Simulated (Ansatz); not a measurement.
# W: a changed input and its effect

System: W (slab, 3 atoms in the cell).
Method of the first run: DFT, PBE, norm-conserving pseudopotentials, Ansatz's default files, scalar-relativistic, no spin polarisation (Ansatz 0.2.0).

Text and figures count atoms from 1; the logs count them from 0 in places.

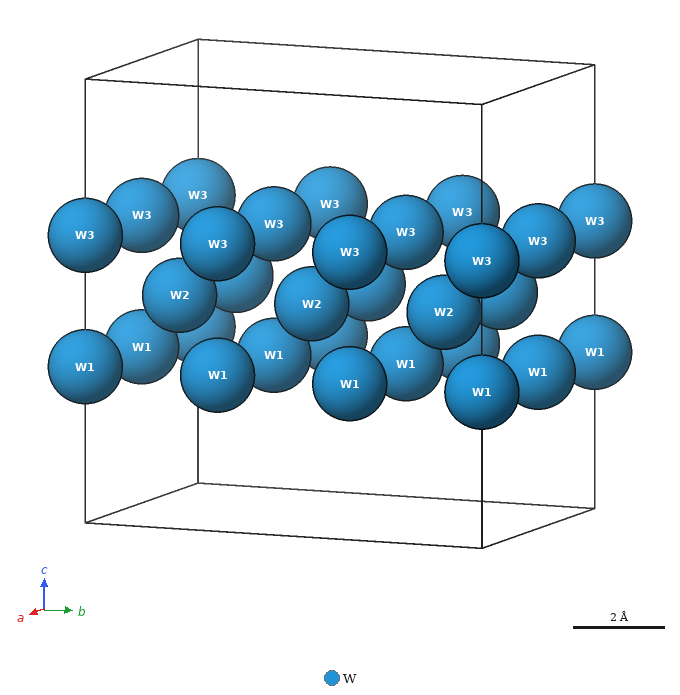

Fig. 1: The input geometry (spheres-only view of the 2 × 3 repeat of the cell, with the vacuum cut short, seen slightly off an axis; atoms are numbered from 1 in the order of the input).

### The input, the first run
```yaml
crystal:
  lattice:
    - [3.18341857, 0.0, 0.0]
    - [0.0, 3.18341857, 0.0]
    - [0.0, 0.0, 19.1834]
  atoms:
    - { symbol: W, position: [0.0, 0.0, 0.4232615824] }
    - { symbol: W, position: [0.5, 0.5, 0.5000000029] }
    - { symbol: W, position: [0.0, 0.0, 0.5767384147] }
kpoints:
  mp_grid: { grid: [11, 11, 1] }
scf:
  occupations: { method: fermi_dirac, width: 0.08 }
hamiltonian:
  xc: pbe
  pseudopotentials: { kind: nc }
output:
  forces: true
  stress: true
  eigenvalues: true
efield:
  axis: 3
  amplitude: 0
  dipole_correction: true
```

Command:
```bash
ansatz run input.yaml --threads 1 --pin off --max-ram 3584MiB --backend cpu --events-out ev --progress --plain --runs-dir out
```

Hardware: 1 thread of AMD EPYC (Zen 3), 32 GiB of memory available, shared host.

### Output, shortened to warnings, some set-up lines, iterations and results (the first run)
```
Basis set: ecut = 1006.821291 eV, 14095 PW (Γ), exchange–correlation on 72×72×400 points (8 copies of the dense FFT grid, shifted against one another)
Symmetry: 8 space group operations
k-points: 21 of 121
Initial density: superposition of atomic densities (neutral atoms: chi_scale 0, normalization atom)
[...]
SCF iter   1: F=—  HF=-6189.718506 eV  |F-HF|=—  |Δ(HF+E_count)|=         —  Δρ=4.16e-2  dr2=1.64e1  ethr=3.10e-3  p=-0.000 e·Å  D=-4.98e-14 V/Å  ΔV_dip=0.00 eV  …
SCF iter   2: F=—  HF=-6187.197720 eV  |F-HF|=—  |Δ(HF+E_count)|=    2.52e0  Δρ=1.88e-2  dr2=2.14e0  ethr=3.10e-3  p=0.000 e·Å  D=3.19e-5 V/Å  ΔV_dip=-0.00 eV  …
SCF iter   3: F=—  HF=-6186.970248 eV  |F-HF|=—  |Δ(HF+E_count)|=   2.27e-1  Δρ=4.77e-3  dr2=1.29e-1  ethr=3.10e-3  p=0.000 e·Å  D=7.69e-6 V/Å  ΔV_dip=-0.00 eV  …
SCF iter   4: F=—  HF=-6186.956888 eV  |F-HF|=—  |Δ(HF+E_count)|=   1.34e-2  Δρ=8.45e-4  dr2=2.62e-3  ethr=3.07e-4  p=0.000 e·Å  D=1.03e-5 V/Å  ΔV_dip=-0.00 eV  …
SCF iter   5: F=—  HF=-6186.956547 eV  |F-HF|=—  |Δ(HF+E_count)|=   3.41e-4  Δρ=2.67e-4  dr2=2.51e-4  ethr=6.24e-6  p=0.000 e·Å  D=5.43e-6 V/Å  ΔV_dip=-0.00 eV  …
SCF iter   6: F=—  HF=-6186.956566 eV  |F-HF|=—  |Δ(HF+E_count)|=   1.96e-5  Δρ=6.95e-5  dr2=4.12e-5  ethr=5.98e-7  p=0.000 e·Å  D=2.36e-6 V/Å  ΔV_dip=-0.00 eV  …
SCF iter   7: F=—  HF=-6186.956444 eV  |F-HF|=—  |Δ(HF+E_count)|=   1.22e-4  Δρ=1.26e-5  dr2=1.96e-6  ethr=9.81e-8  p=0.000 e·Å  D=8.06e-7 V/Å  ΔV_dip=-0.00 eV  …
SCF iter   8: F=—  HF=-6186.956444 eV  |F-HF|=—  |Δ(HF+E_count)|=   4.60e-8  Δρ=4.73e-6  dr2=1.32e-7  ethr=4.66e-9  p=0.000 e·Å  D=1.61e-7 V/Å  ΔV_dip=-0.00 eV  …
SCF iter   9: F=-6186.956444 eV  HF=-6186.956444 eV  |F-HF|=5.08e-9  |Δ(HF+E_count)|=  7.01e-10  Δρ=1.29e-6  dr2=6.45e-9  ethr=2.38e-10  p=0.000 e·Å  D=5.32e-8 V/Å  …
SCF 1 converged in 9 iterations: F = -6186.956444 eV  dr2 = 6.45e-9
SCF converged after 9 iterations
Free energy (F): -6186.956444 eV
Harris-Foulkes:  -6186.956444 eV  (|F-HF|=5.08e-9)
Internal energy: -6186.836240 eV  (E = F + TS)
E sigma→0 (E₀):  -6186.896342 eV
Entropy (-TS):   -0.120204 eV (-40.068 meV/atom)
Fermi energy:    2.466687 eV
Dipole field:    D = 0.000000 V/Å  (p = 0.000000 e·Å, saw-weighted, corrected)
Work function:   Φ+ = 4.2051 eV   Φ− = 4.2051 eV
Levels:          The Fermi level and band energies are counted from a zero that moves with the ramp; work functions are not
--- Per-component energies (eV) ---
  E_band       = -1079.457578
  E_kinetic    = 1654.416319
  E_local      = -33359.698578  (includes V_loc(G=0)·N_el)
  E_nonlocal   = 1024.655396
  E_hartree    = 15262.560666
  E_xc         = -1347.487621
  E_vxc        = -923.959505  (∫ρ·V_xc dr)
  E_efield     = 0.000000  (sawtooth field / dipole correction)
  E_vefield    = -0.000000  (∫n·V_field dr)
  E_ewald      = 10578.717578
  E_smearing   = -0.120204  (= −TS)
  E_closure    = -0.000000  (closes the sum)
  Σ components = -6186.956444   (vs F -6186.956444, Δ=0.00e0)
--- Forces (eV/Å), atoms counted from 1 ---
  atom   1  W     -0.00000000     0.00000000    -0.00709566
  atom   2  W      0.00000000     0.00000000    -0.00000162
  atom   3  W     -0.00000000     0.00000000     0.00709658
  max |Σ_I F_I| component: 6.91e-7 eV/Å
--- Stress (GPa, compression-positive) ---
       -4.501222       0.000000       0.000000
        0.000000      -4.501222       0.000000
        0.000000       0.000000       0.017185
  P = ⅓ Tr σ = -2.9951 GPa (-29.951 kbar)
```

For the second run the input was changed thus:
```diff
-  pseudopotentials: { kind: nc }
+  pseudopotentials:
+    kind: all_electron
+    lapw: { basis_error: 0.001 }
+    relativity: none
```

How does the second run compare with the first run?

The second run is non-relativistic, while the first run includes scalar relativity. The total energies belong to different models, so their difference says nothing on which is more stable or more accurate. The largest force goes from 0.007 to 1.027 eV/Å. The SCF takes 11 iterations against 9. The plane waves at Γ go from 14095 to 2233. On the same kind of shared host the second run took about 6.2 times as long.

### Output, shortened to warnings, some set-up lines, iterations and results (the second run)
```
Basis set: ecut = 295.33840376241034 eV, 2233 PW (Γ), exchange–correlation at level 2
Symmetry: 8 space group operations
k-points: 21 of 121
Initial density: superposition of atomic densities (neutral atoms: chi_scale 0, normalization atom)
[...]
SCF iter   1: F=—  HF=-1248315.965495 eV  |F-HF|=—  |Δ(HF+E_count)|=         —  Δρ=3.64e-2  dr2=2.22e1  ethr=1.68e-2  p=0.000 e·Å  D=4.62e-14 V/Å  ΔV_dip=-0.00 eV  …
SCF iter   2: F=—  HF=-1248313.436564 eV  |F-HF|=—  |Δ(HF+E_count)|=    2.53e0  Δρ=3.29e-2  dr2=1.19e1  ethr=1.68e-2  p=-0.000 e·Å  D=-1.28e-8 V/Å  ΔV_dip=0.00 eV  …
SCF iter   3: F=—  HF=-1248311.992869 eV  |F-HF|=—  |Δ(HF+E_count)|=    1.44e0  Δρ=6.87e-3  dr2=8.77e-1  ethr=6.64e-4  p=-0.000 e·Å  D=-2.75e-8 V/Å  ΔV_dip=0.00 eV  …
SCF iter   4: F=—  HF=-1248311.862771 eV  |F-HF|=—  |Δ(HF+E_count)|=         —  Δρ=1.52e-3  dr2=1.60e-2  ethr=6.64e-4  p=-0.000 e·Å  D=-1.39e-8 V/Å  ΔV_dip=0.00 eV  …
SCF iter   5: F=—  HF=-1248311.867692 eV  |F-HF|=—  |Δ(HF+E_count)|=   4.92e-3  Δρ=8.01e-4  dr2=3.13e-3  ethr=1.21e-5  p=-0.000 e·Å  D=-1.36e-7 V/Å  ΔV_dip=0.00 eV  …
SCF iter   6: F=—  HF=-1248311.864811 eV  |F-HF|=—  |Δ(HF+E_count)|=   2.88e-3  Δρ=3.15e-4  dr2=1.35e-3  ethr=2.37e-6  p=-0.000 e·Å  D=-2.04e-7 V/Å  ΔV_dip=0.00 eV  …
SCF iter   7: F=—  HF=-1248311.864923 eV  |F-HF|=—  |Δ(HF+E_count)|=   1.12e-4  Δρ=1.60e-4  dr2=3.88e-5  ethr=1.02e-6  p=-0.000 e·Å  D=-3.36e-7 V/Å  ΔV_dip=0.00 eV  …
SCF iter   8: F=—  HF=-1248311.865017 eV  |F-HF|=—  |Δ(HF+E_count)|=   9.43e-5  Δρ=4.14e-5  dr2=2.84e-5  ethr=2.94e-8  p=-0.000 e·Å  D=-2.66e-7 V/Å  ΔV_dip=0.00 eV  …
SCF iter   9: F=—  HF=-1248311.865021 eV  |F-HF|=—  |Δ(HF+E_count)|=   4.31e-6  Δρ=1.56e-5  dr2=6.13e-7  ethr=2.15e-8  p=-0.000 e·Å  D=-1.75e-7 V/Å  ΔV_dip=0.00 eV  …
SCF iter  10: F=—  HF=-1248311.865022 eV  |F-HF|=—  |Δ(HF+E_count)|=   1.03e-6  Δρ=6.83e-6  dr2=1.30e-7  ethr=4.64e-10  p=-0.000 e·Å  D=-1.08e-7 V/Å  ΔV_dip=0.00 eV  …
SCF iter  11: F=-1248311.865023 eV  HF=-1248311.865023 eV  |F-HF|=1.00e-7  |Δ(HF+E_count)|=   2.02e-7  Δρ=2.97e-6  dr2=2.21e-8  ethr=9.82e-11  p=-0.000 e·Å  D=-6.65e-8 V/Å  …
SCF 1 converged in 11 iterations: F = -1248311.865023 eV  dr2 = 2.21e-8
SCF converged after 11 iterations
Free energy (F): -1248311.865023 eV
Harris-Foulkes:  -1248311.865023 eV  (|F-HF|=1.00e-7)
Internal energy: -1248311.740792 eV  (E = F + TS)
E sigma→0 (E₀):  -1248311.802908 eV
Entropy (-TS):   -0.124230 eV (-41.410 meV/atom)
Fermi energy:    4.295898 eV
Dipole field:    D = -0.000000 V/Å  (p = -0.000000 e·Å, saw-weighted, corrected)
Work function:   Φ+ = 3.9944 eV   Φ− = 3.9945 eV
Levels:          The Fermi level and band energies are counted from a zero that moves with the ramp; work functions are not
--- Per-component energies (eV) ---
  E_band       = -15994.356784
  E_kinetic    = 1247982.467885
  E_xc         = -25060.385397
  E_efield     = 0.000000  (sawtooth field / dipole correction)
  E_electrostatic = -2471233.823280  (all electrons and nuclei)
  E_smearing   = -0.124230  (= −TS)
  E_closure    = 0.000000  (closes the sum)
  E_atoms      = -1248281.658613  (free atoms, spherical and without spin; not in F)
  Σ components = -1248311.865023   (vs F -1248311.865023, Δ=0.00e0)
  Basis errors (estimates in eV, not in F): energy 3.8e-4 per atom: plane waves 3.5e-4 (2.0e-4 summed), levels above the bands 1.4e-43, relativity 0.0e0, radial functions 3.4e-5, core shells 5.3e-7; eigenvalues (radial functions only) 3.6e-7; not estimated: angular momenta, meshes, grids; target …
--- Forces (eV/Å), atoms counted from 1 ---
  atom   1  W     -0.00000000     0.00000000    -1.02689635
  atom   2  W      0.00000000     0.00000000    -0.00000136
  atom   3  W      0.00000000     0.00000000     1.02689803
  max |Σ_I F_I| component: 3.19e-7 eV/Å
--- Stress (GPa, compression-positive) ---
       -0.883490       0.000000       0.000000
        0.000000      -0.883490       0.000000
        0.000000       0.000000       2.493217
  P = ⅓ Tr σ = 0.2421 GPa (2.421 kbar)
```

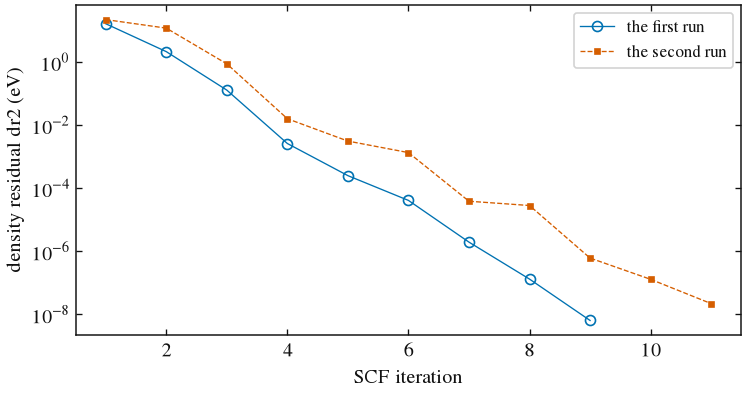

Fig. 2: Convergence of the two runs: density residual dr2 against the SCF iteration. The first run takes 9 iterations in all, and the second run takes 11.

### The two runs side by side

| quantity | the first run | the second run |
| --- | --- | --- |
| outcome | converged | converged |
| free energy per atom (eV) | −2062.3188 | −416103.9550 |
| energy per atom, smearing taken to zero (eV) | −2062.2988 | −416103.9343 |
| largest force (eV/Å) | 0.007 | 1.027 |
| SCF iterations | 9 | 11 |
| irreducible k-points | 21 | 21 |
| plane waves at Γ | 14095 | 2233 |
| wall time (shared host) | 24 s | 2.5 min |

For both runs: Spin–orbit coupling is left out, which matters for W.
